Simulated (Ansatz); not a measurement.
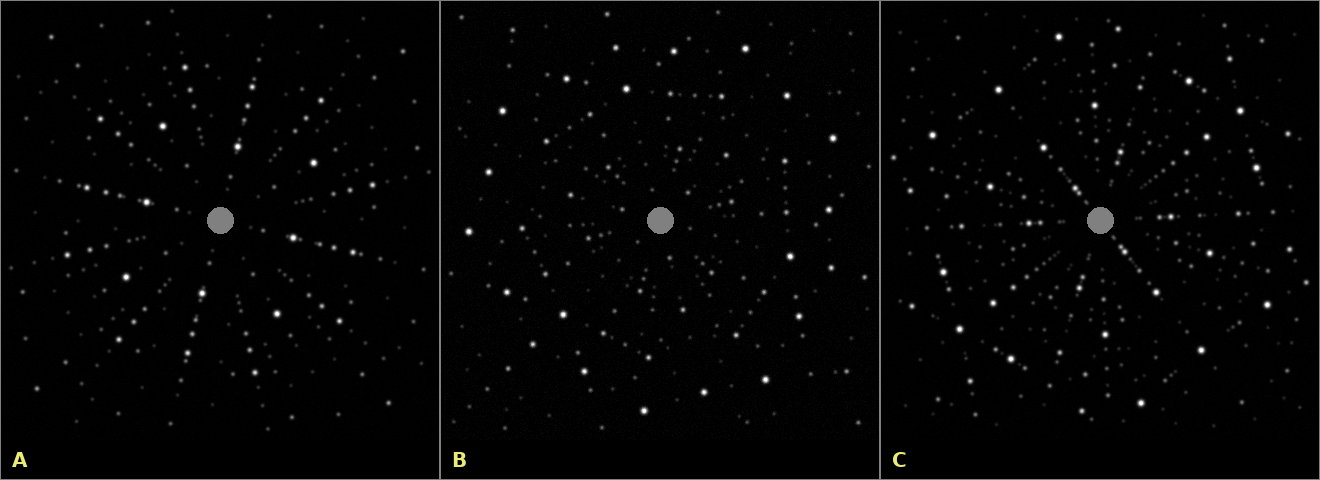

Simulated back-reflection Laue patterns (white X-rays, 0.45 to 2.2 Å, flat plate covering ±45° about the beam, kinematic intensities, seen from the source). Crystal: Na, space group Pm-3n (No. 223), a = 6.707 Å. Structure: the input geometry of an electronic-structure calculation (not necessarily at equilibrium); the starting structure was generated, so it need not be a known form of this composition.

Q: The directions [001], [110], [111] point towards the source, in some order. Which is which?

A: A: [001], symmetry 4mm (a fourfold axis with mirror lines). B: [111], symmetry 3m (a threefold axis with three mirror lines). C: [110], symmetry 2mm (a twofold axis with two mirror lines). The Laue class is m-3m.
